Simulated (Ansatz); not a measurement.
# Geometry relaxation, with input and output: CoO (part 2 of 2)

The same run, continued: CoO (Pm-3m, 2 atoms in the cell); DFT PBEsol, scalar-relativistic, plane waves, PAW, no spin polarisation (Ansatz 0.2.0); cutoff 420 eV, 16×16×16 k-mesh, Gaussian smearing of 0.1 eV. The structure was built on a prototype by a generator; it need not be a known phase. It belongs to a series of runs on one base structure; here: no spin polarisation.

Geometry of the input (Å; fractional positions):
```
2.5725  0.0000  0.0000
0.0000  2.5725  0.0000
0.0000  0.0000  2.5725
Co 0.0000  0.0000  0.0000
O  0.5000  0.5000  0.5000
```

What the program printed, continued
```
SCF iter   1: F=—  HF=-5651.298537 eV  |F-HF|=—  |Δ(HF+E_count)|=         —  Δρ=2.06e-5  dr2=1.08e-8  ethr=4.66e-9  ⟨swp⟩=3.3  Hψ=19439  notcnv=0
preconditioner: auto → none  [metal: Δε(μ)=0.001 eV  Ē_g=12.901 eV  σ=0.100 eV  W_gap=0.01  n_scr=6 (ndim 8)  ℏωp=36.0 eV  f_vac=0.000  D(μ)=3.89/eV (n_scr^D=80)]
SCF iter   2: F=—  HF=-5651.298498 eV  |F-HF|=—  |Δ(HF+E_count)|=   3.99e-5  Δρ=9.43e-6  dr2=2.09e-9  ethr=4.68e-11  ⟨swp⟩=2.0  Hψ=3903  notcnv=0
SCF iter   3: F=—  HF=-5651.298498 eV  |F-HF|=—  |Δ(HF+E_count)|=   1.09e-9  Δρ=1.17e-6  dr2=8.00e-11  ethr=9.11e-12  ⟨swp⟩=2.0  Hψ=4065  notcnv=0
iter 4 did not close the SCF: its close was put off for the readings that it lacked (scf_convergence_deferred on its scf_iter line)
SCF iter   4: F=-5651.298498 eV  HF=-5651.298498 eV  |F-HF|=9.09e-13  |Δ(HF+E_count)|=  9.09e-12  Δρ=3.69e-7  dr2=5.31e-12  ethr=1.00e-12  ⟨swp⟩=2.2  Hψ=3358  notcnv=0
iter 5 did not close the SCF: its close was put off for the readings that it lacked (scf_convergence_deferred on its scf_iter line)
SCF iter   5: F=-5651.298498 eV  HF=-5651.298498 eV  |F-HF|=9.09e-13  |Δ(HF+E_count)|=  3.64e-12  Δρ=5.42e-8  dr2=9.65e-14  ethr=1.00e-12  ⟨swp⟩=1.0  Hψ=2640  notcnv=0
iter 6 did not close the SCF: its close was put off for the readings that it lacked (scf_convergence_deferred on its scf_iter line)
SCF iter   6: F=-5651.298498 eV  HF=-5651.298498 eV  |F-HF|=9.09e-13  |Δ(HF+E_count)|=    0.00e0  Δρ=1.24e-8  dr2=8.43e-15  ethr=1.00e-12  ⟨swp⟩=1.0  Hψ=2640  notcnv=0
iter 7 did not close the SCF: its close was put off for the readings that it lacked (scf_convergence_deferred on its scf_iter line)
SCF iter   7: F=-5651.298498 eV  HF=-5651.298498 eV  |F-HF|=0.00e0  |Δ(HF+E_count)|=    0.00e0  Δρ=2.12e-9  dr2=4.56e-16  ethr=1.00e-12  ⟨swp⟩=1.0  Hψ=2640  notcnv=0
SCF iter   8: F=-5651.298498 eV  HF=-5651.298498 eV  |F-HF|=1.82e-12  |Δ(HF+E_count)|=  9.09e-13  Δρ=2.08e-10  dr2=4.11e-18  ethr=1.00e-12  ⟨swp⟩=1.9  Hψ=6747  notcnv=0
SCF 7 converged in 8 iterations: F = -5651.298498 eV  dr2 = 4.11e-18
relax step   7: F+E_penalty+E_count = -5651.29849755 eV  Δ(F+E_penalty+E_count) = +1.538e-4 eV  max|allowed force component| = 1.085e-30 eV/Å  Δτ_max = 0.0000 Å  P = -0.009 GPa  Ω = 15.921 Å³  stress off target by 8.95e-3 GPa  SCF on the basis re-selected at this cell (its energy is not comparable with the rows above)  (8 SCF iters)
```

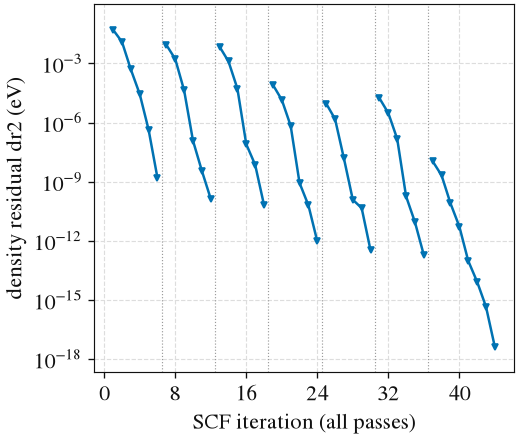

*Convergence of the self-consistent field: density residual dr2 against the SCF iteration. The dotted lines part the SCF passes of the relaxation: geometry steps, rejected trials and re-solves on a re-selected basis.*

The 7 passes take 6 to 8 iterations each, 44 in all.

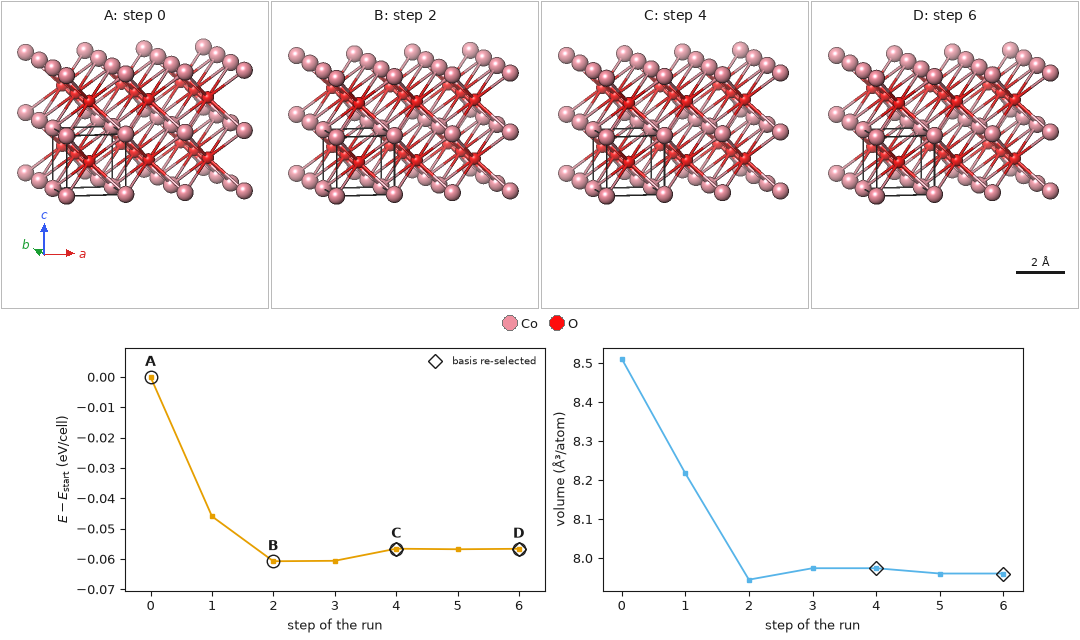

*Frames of the relaxation (ball-and-stick view of the cell of the calculation, repeated 3 × 3 × 2, seen slightly off an axis) above the curves, on which the letters mark them (the first geometry is step 0 here and step 1 in the log).*

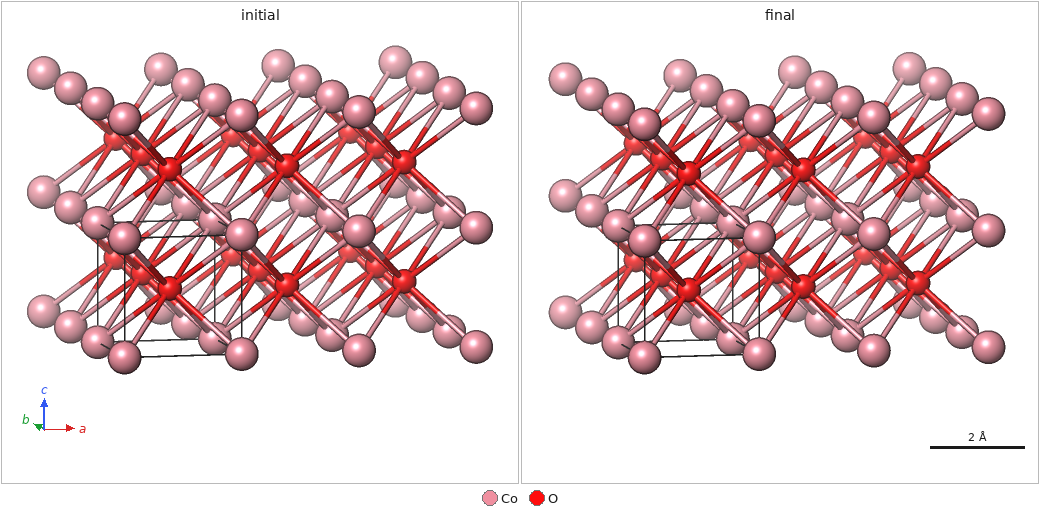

*Before (left) and after (right) the relaxation, at one scale (ball-and-stick view of the cell of the calculation, repeated 3 × 3 × 2, seen slightly off an axis).*

The energy falls by 56.8 meV per cell of the calculation in 4 geometry steps. All forces vanish by symmetry, so only the cell relaxes. Pressure: −15.46 GPa at the start and −0.01 GPa at the end. 1 further SCF at an unchanged geometry re-selected the plane-wave basis for the new cell. The atoms keep their places relative to the cell (all moves are under 0.005 Å). Cell: a = b = c 2.572 → 2.516 Å (−2.2 %). Volume −6.5 %. Among the contacts that change: Co1–O2 2.228 → 2.179 Å. The space group stays Pm-3m (No. 221). The energy change given includes the shifts at the re-selections in mid-walk, which come without any move. A last SCF at the same geometry on a re-selected plane-wave basis shifts the energy by +0.2 meV per cell of the calculation. (Atoms are counted from 1 in the order of the input.)

```
basis re-selected at this cell: Δ(F+E_penalty+E_count) = +1.538e-4 eV, ΔP = -0.009 GPa vs the last step (what re-selecting the basis moved, of the pressure what is left beyond the Pulay correction that the steps carried, after the strain that the cell walked since its last selection, with what the two solves' SCF thresholds leave and, on support functions, any second-order correction that the steps lacked; it is no measure of the basis error at this ecutwfc). This SCF's stress stands 8.95e-3 GPa from its target on what of the cell is left free (relax.cell.stress_tol is 5.00e-2 GPa) and its largest allowed force component is 1.08e-30 eV/Å (relax.f_tol is 1.00e-2 eV/Å): within both
SCF converged after 8 iterations
Free energy (F): -5651.298498 eV
Harris-Foulkes:  -5651.298498 eV  (|F-HF|=1.82e-12)
Internal energy: -5651.279037 eV  (E = F + TS)
E sigma→0 (E₀):  -5651.288767 eV
Entropy (-TS):   -0.019461 eV (-9.730 meV/atom)
Fermi energy:    17.430983 eV
--- Per-component energies (eV) ---
  E_band       = -222.071039
  E_kinetic    = 623.851602
  E_local      = -3095.287875  (includes V_loc(G=0)·N_el)
  E_nonlocal   = 514.702548
  E_hartree    = 1279.136201
  E_xc         = -228.706213
  E_vxc        = -295.576560  (∫ρ·V_xc dr)
  E_paw        = -1637.939275  (= ΣΔE_a)
  E_vpaw       = -528.035391  (= ΣTr[D̂ρ^β])
  E_aug_tail   = 0.002235  (compensation charges beyond the density's cutoff)
  E_ewald      = -3107.261967
  E_core_change = 0.223707  (= ΣΔE_core)
  E_smearing   = -0.019461  (= −TS)
  E_closure    = 0.000000  (closes the sum)
  Σ components = -5651.298498   (vs F -5651.298498, Δ=0.00e0)
--- Forces (eV/Å), atoms counted from 1 ---
  atom   1  Co    -0.00000000    -0.00000000    -0.00000000
  atom   2  O      0.00000000     0.00000000    -0.00000000
  max |Σ_I F_I| component: 2.04e-30 eV/Å
--- Stress (GPa, compression-positive) ---
       -0.008954       0.000000       0.000000
        0.000000      -0.008954       0.000000
        0.000000       0.000000      -0.008954
  P = ⅓ Tr σ = -0.0090 GPa (-0.090 kbar)
--- Band table (eV; the first three rows and the last of 165) ---
  k-point 0: bands = ["-77.3243", "-40.7026", "-40.7026", "-40.7026", "-4.1363", "13.9997", "13.9997", "14.0342", "14.0342", "14.0342", "16.9465", "16.9465", "16.9465", "19.1986", "33.8394", "33.8394"]
  k-point 1: bands = ["-77.3236", "-40.7091", "-40.7020", "-40.7020", "-4.0873", "13.2912", "13.9812", "13.9812", "14.0182", "14.5131", "16.9507", "17.0103", "17.0103", "19.4561", "33.6514", "33.8407"]
  k-point 2: bands = ["-77.3217", "-40.7276", "-40.7004", "-40.7004", "-3.9439", "12.3266", "13.8405", "13.8405", "14.0713", "14.9362", "16.9628", "17.1839", "17.1839", "20.0889", "33.0916", "33.8446"]
  k-point 164: bands = ["-77.2735", "-40.8313", "-40.8313", "-40.8313", "-0.5401", "9.4923", "9.4923", "9.4923", "17.7558", "17.7558", "18.7168", "18.7168", "18.7168", "24.6812", "24.6812", "24.6812"]
--- Relaxed structure (5 steps of the walk, 5 accepted, 2 SCFs on fresh bases) ---
  F+E_penalty+E_count = -5651.29849755 eV   max|allowed force component| = 1.085e-30 eV/Å   (the final SCF, on the basis selected at the relaxed cell)
  cell:  # Å, volume = 15.9214 Å³
    - [2.5157090978283456, 5.476863279351202e-34, -8.34569642567802e-34]
    - [4.192909983093044e-34, 2.5157090978283456, 0.0]
    - [-3.209883240645392e-34, 0.0, 2.5157090978283456]
  atoms:
    - { symbol: Co, position: [9.353693135473424e-48, 1.773211968810128e-48, 7.798668712866143e-37] }
    - { symbol: O, position: [0.5, 0.5, 0.5] }
```

Trajectory as extended XYZ (Å, eV, eV/Å), 7 frames, from step=1 to step=7
```
2
Lattice="2.5725 0.0000 0.0000 0.0000 2.5725 0.0000 0.0000 0.0000 2.5725" Properties=species:S:1:pos:R:3:forces:R:3 step=1 energy=-5651.24187 pressure_GPa=-15.46
Co    0.0000    0.0000    0.0000    0.0000   0.0000   0.0000
O     1.2862    1.2862    1.2862    0.0000   0.0000   0.0000
2
Lattice="2.5425 0.0000 0.0000 0.0000 2.5425 0.0000 0.0000 0.0000 2.5425" Properties=species:S:1:pos:R:3:forces:R:3 step=2 energy=-5651.28780 pressure_GPa=-7.71
Co    0.0000    0.0000    0.0000    0.0000   0.0000   0.0000
O     1.2713    1.2713    1.2713    0.0000   0.0000   0.0000
2
Lattice="2.5141 0.0000 0.0000 0.0000 2.5141 0.0000 0.0000 0.0000 2.5141" Properties=species:S:1:pos:R:3:forces:R:3 step=3 energy=-5651.30260 pressure_GPa=0.96
Co    0.0000    0.0000    0.0000    0.0000   0.0000   0.0000
O     1.2570    1.2570    1.2570    0.0000   0.0000   0.0000
2
Lattice="2.5171 0.0000 0.0000 0.0000 2.5171 0.0000 0.0000 0.0000 2.5171" Properties=species:S:1:pos:R:3:forces:R:3 step=4 energy=-5651.30246 pressure_GPa=-0.05
Co    0.0000    0.0000    0.0000    0.0000   0.0000   0.0000
O     1.2586    1.2586    1.2586    0.0000   0.0000   0.0000
2
Lattice="2.5171 0.0000 0.0000 0.0000 2.5171 0.0000 0.0000 0.0000 2.5171" Properties=species:S:1:pos:R:3:forces:R:3 step=5 energy=-5651.29847 pressure_GPa=-0.47
Co    0.0000    0.0000    0.0000    0.0000   0.0000   0.0000
O     1.2586    1.2586    1.2586    0.0000   0.0000   0.0000
2
Lattice="2.5157 0.0000 0.0000 0.0000 2.5157 0.0000 0.0000 0.0000 2.5157" Properties=species:S:1:pos:R:3:forces:R:3 step=6 energy=-5651.29865 pressure_GPa=0.00
Co    0.0000    0.0000    0.0000    0.0000   0.0000   0.0000
O     1.2579    1.2579    1.2579    0.0000   0.0000   0.0000
2
Lattice="2.5157 0.0000 0.0000 0.0000 2.5157 0.0000 0.0000 0.0000 2.5157" Properties=species:S:1:pos:R:3:forces:R:3 step=7 energy=-5651.29850 pressure_GPa=-0.01
Co    0.0000    0.0000    0.0000    0.0000   0.0000   0.0000
O     1.2579    1.2579    1.2579    0.0000   0.0000   0.0000
```

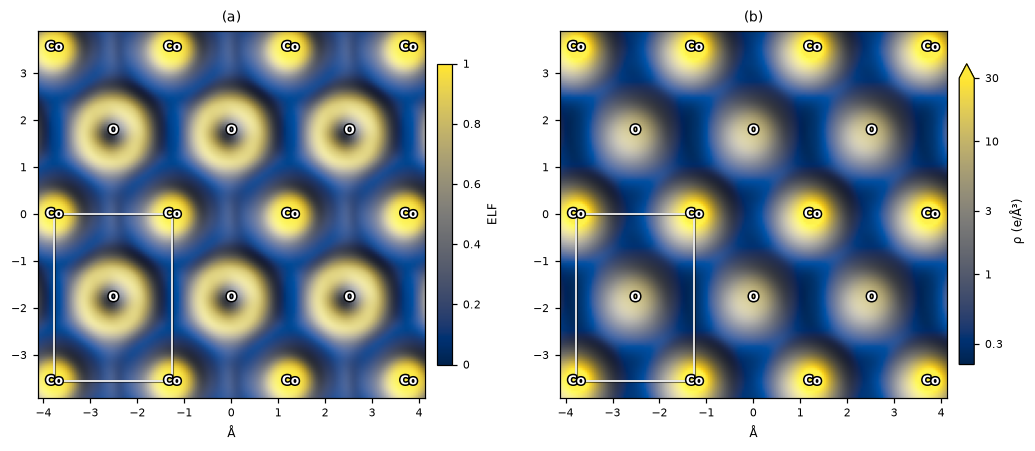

*(a) ELF; (b) valence pseudo-density on the (101) plane of the conventional cell.*

Atoms in the plane: Co and O. Co–O (2.18 Å): ρ at the midpoint is about 0.42 e/Å³; the ELF is about 0.15 at the midpoint (no shared pair; the contact is polar). Away from the nuclei the density in this plane falls to 0.21 e/Å³ at its lowest. The strong features right at Co lie inside the PAW spheres (semicore, d or f shells) and say nothing about bonding. The fields are those of the smooth PAW valence density.

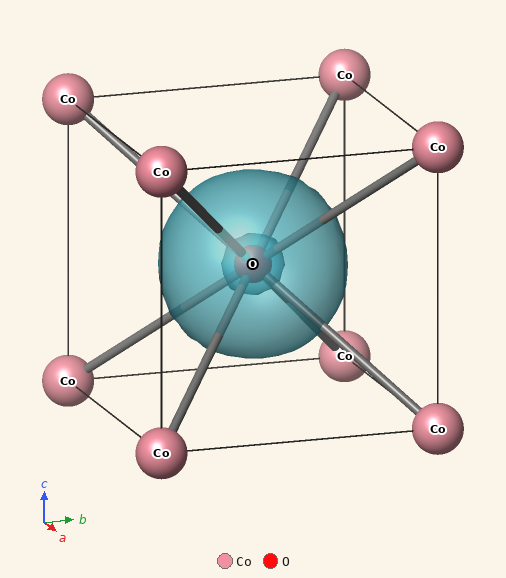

*Isosurface of the electron localisation function at 0.6 (cyan), seen slightly off an axis. Core shells and regions of very low density are left out. Sticks mark near contacts. The outline is the cell set on symmetry axes.*

Profiles from the grid: Co–O (2.18 Å): the ELF is about 0.15 at the midpoint (no shared pair; the contact is polar).
